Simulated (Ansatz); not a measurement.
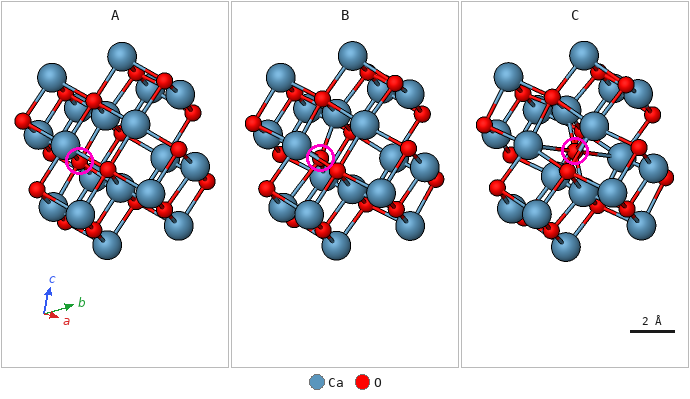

3 geometries from a converged minimum-energy path of a defect cell of composition Ca$_{8}$O$_{7}$ (cell charge +2) with an O vacancy (15 atoms in the cell), shuffled. The picture is a ball-and-stick view of the atoms within 4.7 Å of the middle of the path, seen slightly off an axis. The moving atom is ringed, with any periodic copies. Bonds to atoms that aren't drawn are left out.

These are results of DFT PBE, scalar-relativistic, plane waves, PAW (Ansatz), not measurements. Run with plane-wave cutoff 420 eV; k-point mesh 4 × 4 × 4; Gaussian smearing 0.05 eV; 5 movable images; climbing image; force threshold 0.05 eV/Å; iteration limit 60.

**Which frame is the top of the path?**

C. In order along the path, whose images run from 0 to 6: C (image 3, +1.51 eV), B (image 5, +0.35 eV), A (image 6, 0.00 eV). It is a vacancy jump: a nearby atom moves into the empty site and leaves its own site empty. An O atom travels furthest, 3.42 Å from end to end, along −b, on a straight line. At the highest image its nearest neighbour (Ca) is 2.04 Å away, against 2.42 Å at the start, and the surrounding atoms stand up to 0.24 Å off the mean of their end positions.

Limits of the set-up: the periodic images lie only 6.8 Å apart, so the values are limited by the cell's size; the cell is charged, on a uniform background, and energies carry no finite-size correction.
